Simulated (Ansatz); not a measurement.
System: Ga$_{2}$O$_{3}$.

The calculation's input:

```
crystal:
  lattice:
    - [2.4922617652, 1.438908001, 4.4806389205]
    - [-2.4922617652, 1.438908001, 4.4806389205]
    - [0.0, -2.877816002, 4.4806389205]
  atoms:
    - { symbol: Ga, position: [0.8554263236, 0.8554263236, 0.8554263236] }
    - { symbol: Ga, position: [0.6445736764, 0.6445736764, 0.6445736764] }
    - { symbol: Ga, position: [0.1445736764, 0.1445736764, 0.1445736764] }
    - { symbol: Ga, position: [0.3554263236, 0.3554263236, 0.3554263236] }
    - { symbol: O, position: [0.75, 0.4463665335, 0.0536334665] }
    - { symbol: O, position: [0.4463665335, 0.0536334665, 0.75] }
    - { symbol: O, position: [0.0536334665, 0.75, 0.4463665335] }
    - { symbol: O, position: [0.25, 0.5536334665, 0.9463665335] }
    - { symbol: O, position: [0.9463665335, 0.25, 0.5536334665] }
    - { symbol: O, position: [0.5536334665, 0.9463665335, 0.25] }
kpoints:
  mp_grid: { grid: [6, 6, 6] }
  band_path:
    path:
      - [0.0, 0.0, 0.0]
      - [0.5, 0.5, 0.5]
      - [0.764579819, 0.235420181, 0.5]
      - [0.5, -0.235420181, 0.235420181]
      - [0.5, 0.0, 0.0]
      - [0.3677100905, -0.3677100905, 0.0]
      - [0.6322899095, 0.0, 0.3677100905]
      - [0.5, 0.0, 0.5]
      - [0.0, 0.166667, -0.166667]
    npoints: 1
hamiltonian:
  xc: pbe
scf:
  occupations: { method: fixed }
  n_extra_bands: 12
magnetization:
  noncollinear: true
  spin_orbit: true
output:
  forces: true
  stress: true
  eigenvalues: true
  write_density: true
  write_potential: true
  elf: true
  volumetric_format: npy
```

Run with:

```sh
ansatz run input.yaml --threads 4 --pin off --max-ram 6451MiB --backend cpu --events-out ev --progress --plain --runs-dir out
```

Below, planes, directions and counts refer to the conventional cell (a = 4.98 Å, b = 4.98 Å, c = 13.44 Å, α = 90.00°, β = 90.00°, γ = 120.00°).

Space group R-3c; a structure from a database of computed crystals, not necessarily the ambient phase; started from the database structure prototype, which need not be the ambient phase; computed pressure about 9 GPa in this cell.

Level of theory: DFT, PBE with spin-orbit coupling, plane waves, PAW (Ansatz 0.2.0).

Question: Predict the valence pseudo-density and electron localisation function between the atoms.

Answer: Ga–O (1.93 Å): ρ is about 0.7 e/Å³ halfway; the ELF peaks at about 0.85 in the valence shell of O, 0.6 Å from its nucleus, and is about 0.35 at the midpoint.
Ga–O (2.07 Å): ρ at the midpoint is about 0.5 e/Å³; the ELF peaks at about 0.85 in the valence shell of O, 0.6 Å from its nucleus, and is about 0.25 at the midpoint (no shared electron pair shows on this line).

Question: Does the calculation give a band gap?

Answer: It is gapped, with a Kohn–Sham gap of 2.9 eV on the k-point mesh, an upper bound to the gap of this method.

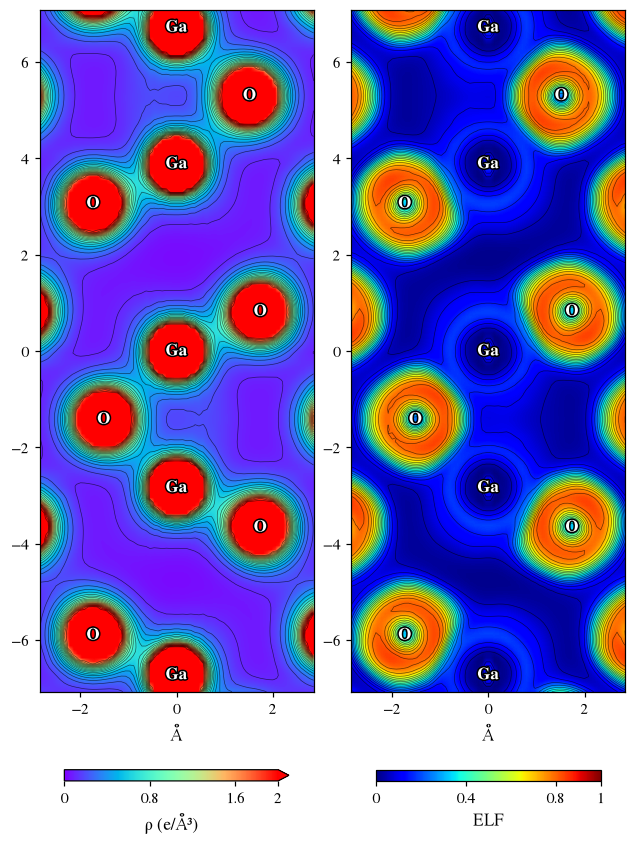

Computed valence pseudo-density and electron localisation function on the (100) plane of the conventional cell, in this order. 

The density is the valence pseudo-density of a PAW calculation; it isn't the true density close to the nuclei.
